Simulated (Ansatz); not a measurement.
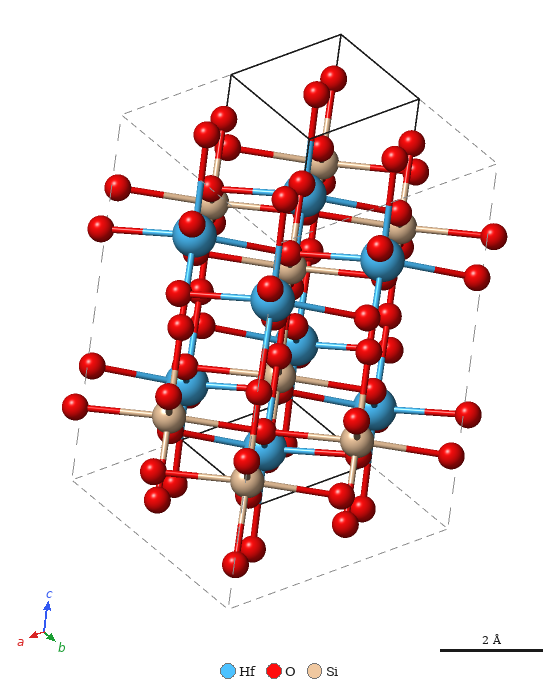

An orthographic ball-and-stick view of the structure, slightly off an axis. Solid lines give the simulation cell, repeated here 2×2×1 times. A few atoms beyond the faces are included.

The input file of the run:
```yaml
crystal:
  lattice:
    - [5.1875320897, -1.8726440613, 0.0506656141]
    - [5.1875320897, 1.8726440613, 0.0506656141]
    - [-2.7119058065, 0.0, 6.8538669903]
  atoms:
    - { symbol: Hf, position: [0.8523383309, 0.8523383309, 0.8047613804] }
    - { symbol: Hf, position: [0.1476616691, 0.1476616691, 0.1952386196] }
    - { symbol: O, position: [0.3670207251, 0.3670207251, 0.3052821142] }
    - { symbol: O, position: [0.0762741095, 0.0762741095, 0.8996849085] }
    - { symbol: O, position: [0.9237258905, 0.9237258905, 0.1003150915] }
    - { symbol: O, position: [0.7176266032, 0.7176266032, 0.2311596962] }
    - { symbol: Si, position: [0.8987924915, 0.8987924915, 0.3220938278] }
    - { symbol: Si, position: [0.1012075085, 0.1012075085, 0.6779061722] }
    - { symbol: O, position: [0.2823733968, 0.2823733968, 0.7688403038] }
    - { symbol: O, position: [0.08093777, 0.08093777, 0.4287244855] }
    - { symbol: O, position: [0.91906223, 0.91906223, 0.5712755145] }
    - { symbol: O, position: [0.6329792749, 0.6329792749, 0.6947178858] }
kpoints:
  mp_grid: { grid: [8, 8, 4] }
  band_path:
    path:
      - [0.0, 0.0, 0.0]
      - [-0.2873892265, 0.2873892265, 0.0]
      - [-0.7126107735, -0.2873892265, 0.0]
      - [-0.5, -0.5, 0.0]
      - [-0.5, -0.5, 0.5]
      - [-0.7314958244, -0.2685041756, 0.5]
      - [-0.2685041756, 0.2685041756, 0.5]
      - [0.0, 0.0, 0.5]
      - [-0.5, 0.0, 0.5]
      - [0.260417, -0.270833, -0.5]
      - [0.234375, -0.28125, -0.130208]
    npoints: 1
hamiltonian:
  xc: r2scan
scf:
  occupations: { method: fixed }
  n_extra_bands: 7
output:
  forces: true
  stress: true
  eigenvalues: true
```

Electronic-structure method: Ansatz, DFT, r2SCAN, plane waves, PAW. Parameters: plane-wave cutoff 500 eV, k-points on an 8×8×4 grid, no spin polarisation.

What is the electronic character?

An insulator at this level, with a gap of 4.81 eV, direct.

Which way would the volume go on relaxing?

The computed pressure is 0.0 GPa, close to zero.

The structure was taken from a structure type filled with these elements by a generator (whether the compound takes this form wasn't checked). Earlier steps of the study, as a rule a relaxation of our own, may have changed the cell and positions, so they can lie some per cent off the listed ones. A calculation with Ansatz used it as input.
